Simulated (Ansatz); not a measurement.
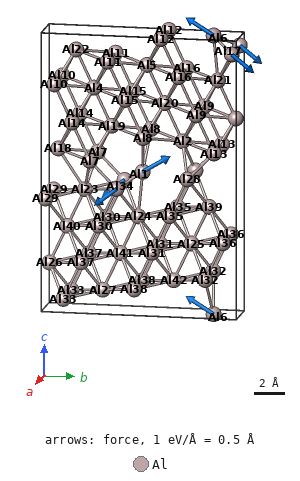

Starting geometry of an interface cell of composition Al with the computed forces as blue arrows. The picture is a ball-and-stick view of the cell of the calculation (origin shifted), seen slightly off an axis.

Case: symmetric tilt boundary Sigma 11 (3 3 2), mirror on a plane, shift [0, 0.5].

These are results of DFT PBE, scalar-relativistic, plane waves, PAW in Ansatz, not measurements. Settings: plane-wave cutoff 420 eV; k-point mesh 12 × 4 × 2; occupations gaussian; smearing width 0.1 eV; no spin polarisation; cell relaxed at fixed a, b, alpha, beta, gamma; force threshold 0.02 eV/Å; at most 60 steps.

**What follows when this structure is relaxed?**

It isn't relaxed: the largest force vector, on Al atoms, is 4.53 eV/Å. The final displacements follow the starting forces only in part (cosine between the two patterns 0.38). The energy falls by 3.337 eV per cell of the calculation in 7 accepted moves (8 points after the start). Largest force component: 3.9 eV/Å at the start, 0.015 eV/Å at the end. Pressure: 0.52 GPa at the start and −0.34 GPa at the end. At 1 point the geometry stayed and the basis and grid were re-selected for the new cell (energy shift of 5.5 meV per cell of the calculation at most each time). The largest moves relative to the cell, 1.00 Å, are those of Al atoms. Cell: a unchanged at 2.858 Å, b unchanged at 13.404 Å, c 19.256 → 18.754 Å (−2.6 %). Volume −2.6 %. Some distances before and after: Al–Al 3.644 → 2.830 Å, Al–Al 3.697 → 2.992 Å, Al–Al 3.534 → 2.955 Å, Al–Al 2.289 → 2.807 Å. New bonds form: Al–Al (3.64 → 2.83 Å). Among the angles between lasting bonds that change: Al–Al–Al 77.3° → 61.2°, Al–Al–Al 180.0° → 164.0°, Al–Al–Al 180.0° → 164.7°. Cost: 20 min on 4 threads of Arm Neoverse V1, on a shared host, peak memory 3.3 GiB.
